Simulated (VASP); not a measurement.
**Run report: Ga2O3, geometry relaxation (part 3 of 4)**

Continued. System: Ga2O3 (C2/m, 10 atoms in the cell). Method: Kohn-Sham DFT of a periodic cell, r2SCAN, VASP PAW PBE potentials, recommended, no spin polarisation (VASP 6.6.1); cutoff 600 eV, 4×4×4 k-mesh, fermi-dirac of 0.05 eV. The structure derives from an entry of the Crystallography Open Database.

Geometry of the input (Å; fractional positions):
```
6.1070  -1.5186  0.0000
6.1070  1.5186  0.0000
-1.3860  0.0000  5.6300
Ga 0.0905  0.0905  0.7946
Ga 0.9095  0.9095  0.2054
Ga 0.6587  0.6587  0.3140
Ga 0.3413  0.3413  0.6860
O  0.1645  0.1645  0.1098
O  0.8355  0.8355  0.8902
O  0.1733  0.1733  0.5632
O  0.8267  0.8267  0.4368
O  0.4959  0.4959  0.2566
O  0.5041  0.5041  0.7434
```

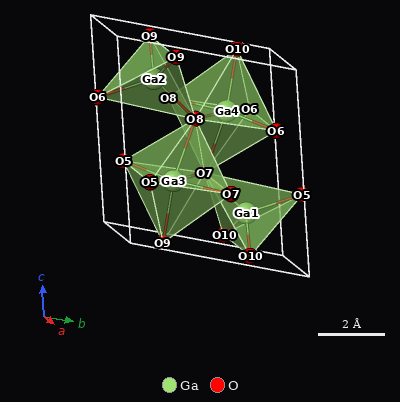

The geometry at step 2 of the log (polyhedral view of the reduced cell, seen slightly off an axis; polyhedra are completed across the faces of the cell; atoms are numbered from 1 in the order of the input).

**Parts of OUTCAR, continued**
```
 POSITION                                       TOTAL-FORCE (eV/Angst)
 -----------------------------------------------------------------------------------
      0.00538      0.00000      4.49415         0.022917      0.000000      0.009355
     10.86616      0.00000      1.15691        -0.022917      0.000000     -0.009355
      7.64043      0.00000      1.77679         0.000928      0.000000      0.015567
      3.23110      0.00000      3.87427        -0.000928      0.000000     -0.015567
      1.86590      0.00000      0.61858        -0.001553      0.000000     -0.002108
      9.00563      0.00000      5.03248         0.001553      0.000000      0.002108
      1.34180      0.00000      3.18210        -0.013958      0.000000      0.007751
      9.52973      0.00000      2.46896         0.013958      0.000000     -0.007751
      5.72864      0.00000      1.44893         0.009458      0.000000     -0.015602
      5.14289      0.00000      4.20214        -0.009458      0.000000      0.015602
 -----------------------------------------------------------------------------------
    total drift:                               -0.000000     -0.000000      0.000000

  FREE ENERGIE OF THE ION-ELECTRON SYSTEM (eV)
  ---------------------------------------------------
  free  energy   TOTEN  =      -102.4520921698 eV

  energy  without entropy=     -102.4520921698  energy(sigma->0) =     -102.45209217

--------------------------------------- Ionic step        7  -------------------------------------------

 number of electron      88.0000002 magnetization

 Free energy of the ion-electron system (eV)
  ---------------------------------------------------
  ext. energy  EPLUGINS =         0.00000000
  ---------------------------------------------------
  free energy    TOTEN  =      -102.45218641 eV

  energy without entropy =     -102.45218641  energy(sigma->0) =     -102.45218641

 E-fermi :   4.4197     XC(G=0): -12.4728     alpha+bet :-12.5445

 val. band max:        3.3353366529   @ k =   0.5000   0.5000   0.5000
 cond. band min:       6.2794137991   @ k =   0.0000   0.0000   0.0000
 fundamental gap:      2.9440771462
 Fermi energy:         4.4196699294

 k-point     1 :       0.0000    0.0000    0.0000
  band No.  band energies     occupation
      1     -16.4427      2.00000
      2     -15.2977      2.00000
      3     -15.2857      2.00000
      4     -15.1603      2.00000
      5     -14.7186      2.00000
      6     -14.6900      2.00000
      7      -9.7937      2.00000
      8      -9.7506      2.00000
      9      -9.7456      2.00000
     10      -9.6792      2.00000
     11      -9.5842      2.00000
     12      -9.5632      2.00000
     13      -9.5595      2.00000
     14      -9.5376      2.00000
     15      -9.4875      2.00000
     16      -9.3585      2.00000
     17      -9.3390      2.00000
     18      -9.3357      2.00000
     19      -9.3196      2.00000
     20      -9.3180      2.00000
     21      -9.2924      2.00000
     22      -9.2738      2.00000
     23      -9.2189      2.00000
     24      -9.1620      2.00000
     25      -9.0272      2.00000
     26      -8.9920      2.00000
     27      -3.6141      2.00000
     28      -2.5430      2.00000
     29      -1.3951      2.00000
     30      -0.8291      2.00000
     31      -0.1692      2.00000
     32       0.7088      2.00000
     33       0.7659      2.00000
     34       1.1451      2.00000
     35       1.3643      2.00000
     36       1.4911      2.00000
     37       1.7183      2.00000
     38       1.7499      2.00000
     39       2.4210      2.00000
     40       2.6558      2.00000
     41       2.6651      2.00000
     42       2.8592      2.00000
     43       3.0620      2.00000
     44       3.3136      2.00000
     45       6.2794      0.00000
     46       9.6415      0.00000
     47      10.7237      0.00000
     48      10.7911      0.00000
     49      11.8409      0.00000
     50      12.8125      0.00000
     51      13.4708      0.00000
     52      13.5490      0.00000

 k-point     2 :       0.2500    0.0000    0.0000
  band No.  band energies     occupation
      1     -16.0128      2.00000
      2     -15.2486      2.00000
      3     -15.1484      2.00000
      4     -14.9852      2.00000
      5     -14.7037      2.00000
      6     -14.6816      2.00000
      7      -9.7177      2.00000
      8      -9.6917      2.00000
      9      -9.6446      2.00000
     10      -9.6416      2.00000
     11      -9.6213      2.00000
     12      -9.5619      2.00000
     13      -9.4775      2.00000
     14      -9.4582      2.00000
     15      -9.4515      2.00000
     16      -9.4359      2.00000
     17      -9.4134      2.00000
     18      -9.3364      2.00000
     19      -9.3210      2.00000
     20      -9.2892      2.00000
     21      -9.2629      2.00000
     22      -9.1851      2.00000
     23      -9.0724      2.00000
     24      -8.9640      2.00000
     25      -8.9206      2.00000
     26      -8.7512      2.00000
     27      -3.3593      2.00000
     28      -2.6167      2.00000
     29      -2.4336      2.00000
     30      -1.4305      2.00000
     31      -0.3097      2.00000
     32      -0.0640      2.00000
     33       0.0832      2.00000
     34       0.2433      2.00000
     35       0.7553      2.00000
     36       1.0910      2.00000
     37       1.2023      2.00000
     38       1.4549      2.00000
     39       1.9374      2.00000
     40       2.1853      2.00000
     41       2.2897      2.00000
     42       2.5979      2.00000
     43       2.8183      2.00000
     44       3.2836      2.00000
     45       8.6344      0.00000
     46      10.2442      0.00000
     47      11.0077      0.00000
     48      12.0729      0.00000
     49      12.5121      0.00000
     50      13.3039      0.00000
     51      13.8564      0.00000
     52      14.3471      0.00000

 k-point     3 :       0.5000    0.0000    0.0000
  band No.  band energies     occupation
      1     -15.3236      2.00000
      2     -15.1898      2.00000
      3     -15.1120      2.00000
      4     -14.9621      2.00000
      5     -14.6725      2.00000
      6     -14.6623      2.00000
      7      -9.6545      2.00000
      8      -9.6411      2.00000
      9      -9.6226      2.00000
     10      -9.6113      2.00000
     11      -9.5417      2.00000
     12      -9.5008      2.00000
     13      -9.4878      2.00000
     14      -9.4795      2.00000
     15      -9.4365      2.00000
     16      -9.4176      2.00000
     17      -9.3351      2.00000
     18      -9.2794      2.00000
     19      -9.2759      2.00000
     20      -9.2600      2.00000
     21      -9.2407      2.00000
     22      -9.2259      2.00000
     23      -8.9776      2.00000
     24      -8.8441      2.00000
     25      -8.5636      2.00000
     26      -8.5423      2.00000
     27      -3.4512      2.00000
     28      -3.1675      2.00000
     29      -2.8018      2.00000
     30      -2.2633      2.00000
     31      -1.6092      2.00000
     32      -0.8036      2.00000
     33      -0.2388      2.00000
     34      -0.0386      2.00000
     35       0.2323      2.00000
     36       0.2603      2.00000
     37       1.1987      2.00000
     38       1.4738      2.00000
     39       1.8032      2.00000
     40       2.0542      2.00000
     41       2.5804      2.00000
     42       2.6221      2.00000
     43       2.8872      2.00000
     44       3.1914      2.00000
     45       9.6376      0.00000
     46      10.5357      0.00000
     47      11.2367      0.00000
     48      11.5378      0.00000
     49      12.0482      0.00000
     50      12.5675      0.00000
     51      14.0493      0.00000
     52      14.5508      0.00000

 k-point     4 :       0.2500    0.2500    0.0000
  band No.  band energies     occupation
      1     -16.3344      2.00000
      2     -15.6057      2.00000
      3     -15.2873      2.00000
      4     -14.9724      2.00000
      5     -14.7219      2.00000
      6     -14.6906      2.00000
      7      -9.7990      2.00000
      8      -9.7545      2.00000
      9      -9.7453      2.00000
     10      -9.6880      2.00000
     11      -9.5881      2.00000
     12      -9.5659      2.00000
     13      -9.5605      2.00000
     14      -9.5411      2.00000
     15      -9.4960      2.00000
     16      -9.4395      2.00000
     17      -9.3420      2.00000
     18      -9.3405      2.00000
     19      -9.3346      2.00000
     20      -9.3303      2.00000
     21      -9.2696      2.00000
     22      -9.2655      2.00000
     23      -9.2168      2.00000
     24      -9.1969      2.00000
     25      -9.1426      2.00000
     26      -8.6370      2.00000
     27      -3.6023      2.00000
     28      -2.6840      2.00000
     29      -1.5435      2.00000
     30      -0.4528      2.00000
     31       0.1243      2.00000
     32       0.3455      2.00000
     33       0.5818      2.00000
     34       1.2414      2.00000
     35       1.2544      2.00000
     36       1.5100      2.00000
     37       1.8389      2.00000
     38       2.1037      2.00000
     39       2.2679      2.00000
     40       2.5826      2.00000
     41       2.6467      2.00000
     42       2.6825      2.00000
     43       2.7719      2.00000
     44       3.2507      2.00000
     45       7.1119      0.00000
     46       9.4473      0.00000
     47      10.2619      0.00000
     48      10.7330      0.00000
     49      11.9492      0.00000
     50      12.4941      0.00000
     51      13.3054      0.00000
     52      13.8400      0.00000

 k-point     5 :       0.5000    0.2500    0.0000
  band No.  band energies     occupation
      1     -15.8436      2.00000
      2     -15.5325      2.00000
      3     -15.1273      2.00000
      4     -14.9239      2.00000
      5     -14.6927      2.00000
      6     -14.6790      2.00000
      7      -9.7259      2.00000
      8      -9.7026      2.00000
      9      -9.6494      2.00000
     10      -9.6272      2.00000
     11      -9.6214      2.00000
     12      -9.5816      2.00000
     13      -9.5046      2.00000
     14      -9.4808      2.00000
     15      -9.4771      2.00000
     16      -9.4340      2.00000
     17      -9.4011      2.00000
     18      -9.3603      2.00000
     19      -9.3362      2.00000
     20      -9.3153      2.00000
     21      -9.2557      2.00000
     22      -9.2389      2.00000
     23      -9.0337      2.00000
     24      -8.9536      2.00000
     25      -8.8437      2.00000
     26      -8.6250      2.00000
     27      -3.2321      2.00000
     28      -2.7310      2.00000
     29      -1.9830      2.00000
     30      -1.1631      2.00000
     31      -0.9135      2.00000
     32      -0.4224      2.00000
     33      -0.1718      2.00000
     34       0.1529      2.00000
     35       0.5245      2.00000
     36       0.9683      2.00000
     37       1.3074      2.00000
     38       1.4226      2.00000
     39       2.3248      2.00000
     40       2.4158      2.00000
     41       2.4569      2.00000
     42       2.6653      2.00000
     43       2.9398      2.00000
     44       3.2409      2.00000
     45       9.0710      0.00000
     46       9.8103      0.00000
     47      10.6950      0.00000
     48      11.6340      0.00000
     49      12.4813      0.00000
     50      13.2832      0.00000
     51      13.8899      0.00000
     52      14.2251      0.00000

 [... the levels of 18 k-points are left out ...]

 k-point    24 :       0.5000    0.5000    0.5000
  band No.  band energies     occupation
      1     -16.0502      2.00000
      2     -15.6402      2.00000
      3     -15.4726      2.00000
      4     -15.1064      2.00000
      5     -14.8626      2.00000
      6     -14.5693      2.00000
      7      -9.7799      2.00000
      8      -9.7599      2.00000
      9      -9.7580      2.00000
     10      -9.7396      2.00000
     11      -9.6743      2.00000
     12      -9.6735      2.00000
     13      -9.5452      2.00000
     14      -9.5373      2.00000
     15      -9.5145      2.00000
     16      -9.4830      2.00000
     17      -9.3789      2.00000
     18      -9.3769      2.00000
     19      -9.3419      2.00000
     20      -9.3401      2.00000
     21      -9.2677      2.00000
     22      -9.2648      2.00000
     23      -9.2135      2.00000
     24      -9.1943      2.00000
     25      -8.7561      2.00000
     26      -8.5859      2.00000
     27      -2.3295      2.00000
     28      -2.0401      2.00000
     29      -1.8300      2.00000
     30      -1.2745      2.00000
     31      -0.2612      2.00000
     32       0.1790      2.00000
     33       0.4226      2.00000
     34       0.6572      2.00000
     35       0.9635      2.00000
     36       1.1766      2.00000
     37       1.5531      2.00000
     38       2.1122      2.00000
     39       2.4713      2.00000
     40       2.6340      2.00000
     41       2.7137      2.00000
     42       2.7433      2.00000
     43       2.7445      2.00000
     44       3.3353      2.00000
     45       9.1104      0.00000
     46       9.2294      0.00000
     47      10.2126      0.00000
     48      10.5598      0.00000
     49      10.9953      0.00000
     50      11.6338      0.00000
     51      13.8669      0.00000
     52      14.3454      0.00000

------------------------ aborting loop because EDIFF is reached ----------------------------------------

  FORCE on cell =-STRESS in cart. coord.  units (eV):
  Direction    XX          YY          ZZ          XY          YZ          ZX
  --------------------------------------------------------------------------------------
  -------------------------------------------------------------------------------------
  Total       -0.0132158     -0.0331208     -0.0275299      0.0000000      0.0000000      0.0311198
  in kB       -0.2002218     -0.5017865     -0.4170823      0.0000000      0.0000000      0.4714704
  external PRESSURE =      -0.3730302 kB  Pullay stress =       0.0000000 kB

 VOLUME and BASIS-vectors are now :
 -----------------------------------------------------------------------------
  energy-cutoff  :      600.00
  volume of cell :      105.75
      direct lattice vectors                 reciprocal lattice vectors
     6.133759295 -1.524513994 -0.000873412     0.081518937 -0.327973375  0.020079258
     6.133759295  1.524513994 -0.000873412     0.081518937  0.327973375  0.020079258
    -1.392865613  0.000000000  5.654836546     0.000025182  0.000000000  0.176845974

 POSITION                                       TOTAL-FORCE (eV/Angst)
 -----------------------------------------------------------------------------------
      0.00651      0.00000      4.49551         0.004796      0.000000      0.007868
     10.86814      0.00000      1.15758        -0.004796      0.000000     -0.007868
      7.64238      0.00000      1.77872        -0.006479      0.000000     -0.000254
      3.23228      0.00000      3.87437         0.006479      0.000000      0.000254
      1.86640      0.00000      0.61882         0.004474      0.000000      0.011281
      9.00826      0.00000      5.03426        -0.004474      0.000000     -0.011281
      1.34216      0.00000      3.18289        -0.007488      0.000000      0.005595
      9.53249      0.00000      2.47020         0.007488      0.000000     -0.005595
      5.73058      0.00000      1.44879        -0.000003      0.000000     -0.007329
      5.14408      0.00000      4.20430         0.000003      0.000000      0.007329
 -----------------------------------------------------------------------------------
    total drift:                                0.000000      0.000000      0.000000

  FREE ENERGIE OF THE ION-ELECTRON SYSTEM (eV)
  ---------------------------------------------------
  free  energy   TOTEN  =      -102.4521864145 eV

  energy  without entropy=     -102.4521864144  energy(sigma->0) =     -102.45218641

 reached required accuracy - stopping structural energy minimisation
```

**CONTCAR**
```
Ga2O3
   1.00000000000000
     6.1337592946884962   -1.5245139939902994   -0.0008734118411406
     6.1337592946884962    1.5245139939902994   -0.0008734118411406
    -1.3928656126240164    0.0000000000000000    5.6548365455793075
  Ga              O
     4     6
Direct
     0.0907972563520236    0.0907972563520236    0.7950132483066044
     0.9092027436479765    0.9092027436479765    0.2049867516933955
     0.6587136839942275    0.6587136839942275    0.3147510961800803
     0.3412863160057725    0.3412863160057725    0.6852489038199197
     0.1645721848388591    0.1645721848388591    0.1094836992564380
     0.8354278151611410    0.8354278151611410    0.8905163007435620
     0.1733219438003735    0.1733219438003735    0.5629156139885200
     0.8266780561996265    0.8266780561996265    0.4370843860114799
     0.4962411269094644    0.4962411269094644    0.2563569844180166
     0.5037588730905356    0.5037588730905356    0.7436430155819834

  0.00000000E+00  0.00000000E+00  0.00000000E+00
  0.00000000E+00  0.00000000E+00  0.00000000E+00
  0.00000000E+00  0.00000000E+00  0.00000000E+00
  0.00000000E+00  0.00000000E+00  0.00000000E+00
  0.00000000E+00  0.00000000E+00  0.00000000E+00
  0.00000000E+00  0.00000000E+00  0.00000000E+00
  0.00000000E+00  0.00000000E+00  0.00000000E+00
  0.00000000E+00  0.00000000E+00  0.00000000E+00
  0.00000000E+00  0.00000000E+00  0.00000000E+00
  0.00000000E+00  0.00000000E+00  0.00000000E+00
```

**Trajectory as extended XYZ (Å, eV, eV/Å), 7 frames, from step=0 to step=6**
```
10
Lattice="6.1070 -1.5186 0.0000 6.1070 1.5186 0.0000 -1.3860 0.0000 5.6300" Properties=species:S:1:pos:R:3:forces:R:3 step=0 energy=-102.43914
Ga    0.0041    0.0000    4.4736    0.1344   0.0000   0.0548
Ga   10.8240    0.0000    1.1564   -0.1344   0.0000  -0.0548
Ga    7.6096    0.0000    1.7679   -0.0044   0.0000   0.1143
Ga    3.2184    0.0000    3.8621    0.0044   0.0000  -0.1143
O     1.8570    0.0000    0.6182    0.0525   0.0000  -0.0825
O     8.9710    0.0000    5.0118   -0.0525   0.0000   0.0825
O     1.3361    0.0000    3.1708    0.0026   0.0000  -0.0502
O     9.4919    0.0000    2.4592   -0.0026   0.0000   0.0502
O     5.7013    0.0000    1.4447    0.1752   0.0000   0.0172
O     5.1267    0.0000    4.1853   -0.1752   0.0000  -0.0172
10
Lattice="6.1584 -1.5343 -0.0010 6.1584 1.5343 -0.0010 -1.3986 0.0000 5.6752" Properties=species:S:1:pos:R:3:forces:R:3 step=1 energy=-102.43422
Ga    0.0099    0.0000    4.5120   -0.1914   0.0000  -0.0260
Ga   10.9084    0.0000    1.1612    0.1914   0.0000   0.0260
Ga    7.6732    0.0000    1.7863   -0.0116   0.0000  -0.0799
Ga    3.2450    0.0000    3.8868    0.0116   0.0000   0.0799
O     1.8751    0.0000    0.6188   -0.0492   0.0000   0.0945
O     9.0431    0.0000    5.0544    0.0492   0.0000  -0.0945
O     1.3469    0.0000    3.1935    0.0535   0.0000   0.0200
O     9.5713    0.0000    2.4797   -0.0535   0.0000  -0.0200
O     5.7576    0.0000    1.4561   -0.1842   0.0000  -0.0704
O     5.1607    0.0000    4.2171    0.1842   0.0000   0.0704
10
Lattice="6.1302 -1.5257 -0.0005 6.1302 1.5257 -0.0005 -1.3917 0.0000 5.6504" Properties=species:S:1:pos:R:3:forces:R:3 step=2 energy=-102.45190
Ga    0.0067    0.0000    4.4910   -0.0172   0.0000   0.0166
Ga   10.8621    0.0000    1.1586    0.0172   0.0000  -0.0166
Ga    7.6384    0.0000    1.7763   -0.0066   0.0000   0.0223
Ga    3.2304    0.0000    3.8733    0.0066   0.0000  -0.0223
O     1.8652    0.0000    0.6184    0.0051   0.0000   0.0025
O     9.0036    0.0000    5.0311   -0.0051   0.0000  -0.0025
O     1.3410    0.0000    3.1811    0.0256   0.0000  -0.0177
O     9.5278    0.0000    2.4685   -0.0256   0.0000   0.0177
O     5.7267    0.0000    1.4498    0.0059   0.0000  -0.0242
O     5.1421    0.0000    4.1997   -0.0059   0.0000   0.0242
10
Lattice="6.1307 -1.5258 -0.0005 6.1307 1.5258 -0.0005 -1.3918 0.0000 5.6509" Properties=species:S:1:pos:R:3:forces:R:3 step=3 energy=-102.45190
Ga    0.0068    0.0000    4.4913   -0.0217   0.0000   0.0153
Ga   10.8629    0.0000    1.1586    0.0217   0.0000  -0.0153
Ga    7.6390    0.0000    1.7764   -0.0066   0.0000   0.0191
Ga    3.2307    0.0000    3.8735    0.0066   0.0000  -0.0191
O     1.8654    0.0000    0.6185    0.0039   0.0000   0.0045
O     9.0042    0.0000    5.0315   -0.0039   0.0000  -0.0045
O     1.3411    0.0000    3.1813    0.0262   0.0000  -0.0171
O     9.5285    0.0000    2.4686   -0.0262   0.0000   0.0171
O     5.7272    0.0000    1.4499    0.0020   0.0000  -0.0252
O     5.1424    0.0000    4.2000   -0.0020   0.0000   0.0252
```
